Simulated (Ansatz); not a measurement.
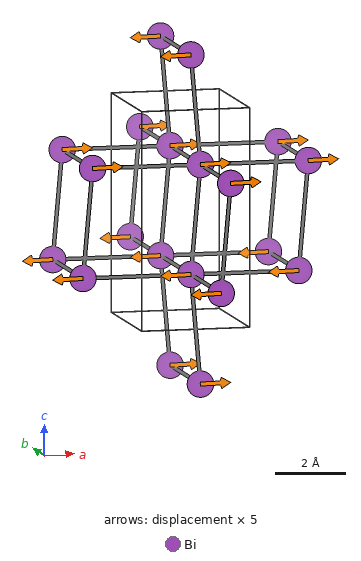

This is a relaxation of crystalline Bi (set up in P2/m). The starting structure is drawn; orange arrows show the displacements (the part carried along by the change of the cell is left out), magnified 5 times.

Style: ball-and-stick. Shown: the cell of the calculation, slightly off an axis.

The calculation used Ansatz, DFT PBEsol, scalar-relativistic, plane waves, PAW.

The input:
```yaml
crystal:
  lattice:
    - [3.238376246, 0.0, 0.0]
    - [0.0, 3.22164332, 0.0]
    - [-0.0804548793, 0.0, 6.4438887882]
  atoms:
    - { symbol: Bi, position: [0.45575275, 0.0, 0.25042211] }
    - { symbol: Bi, position: [0.54424725, 0.0, 0.74957789] }
basis:
  ecutwfc: 420
kpoints:
  mp_grid: { grid: [14, 14, 8] }
hamiltonian:
  xc: pbesol
scf:
  occupations: { method: gaussian, width: 0.1 }
output:
  forces: true
  stress: true
  eigenvalues: true
relax:
  adjacent_minimum: "off"
  f_tol: 0.005
  max_steps: 80
  cell: { stress_tol: 0.05 }
```

Q: Describe the change and its energy.

A: Over 6 accepted moves (8 points after the start) the energy falls by 1.9 meV per atom. The largest force component goes from 0.0081 to 0.00051 eV/Å. The pressure goes from −0.41 to −0.01 GPa. The line search rejected the trial step at point 4 of the run. At 1 point the geometry stayed and the basis and grid were re-selected for the new cell (energy shift of 0.1 meV per atom at most each time). The largest moves relative to the cell, 0.19 Å, are those of Bi1 and Bi2. Bi1 goes along −a. The drawn cell changes as follows: a 3.238 → 3.248 Å (+0.3 %), b 3.222 → 3.230 Å (+0.3 %), c 6.444 → 6.310 Å (−2.1 %), β 90.7° → 90.1°; the volume changes by −1.5 %. Near-neighbour distances that change, for instance: Bi1–Bi2 3.244 → 3.225 Å, Bi1–Bi1 3.238 → 3.248 Å, Bi1–Bi1 (another image) 3.222 → 3.230 Å, Bi1–Bi2 (another image) 3.226 → 3.222 Å. Among the angles between lasting bonds that change: Bi2–Bi1–Bi2 169.8° → 156.4°, Bi1–Bi1–Bi2 85.6° → 78.3°, Bi1–Bi1–Bi2 94.4° → 101.7°. The space group stays P2/m (No. 10).
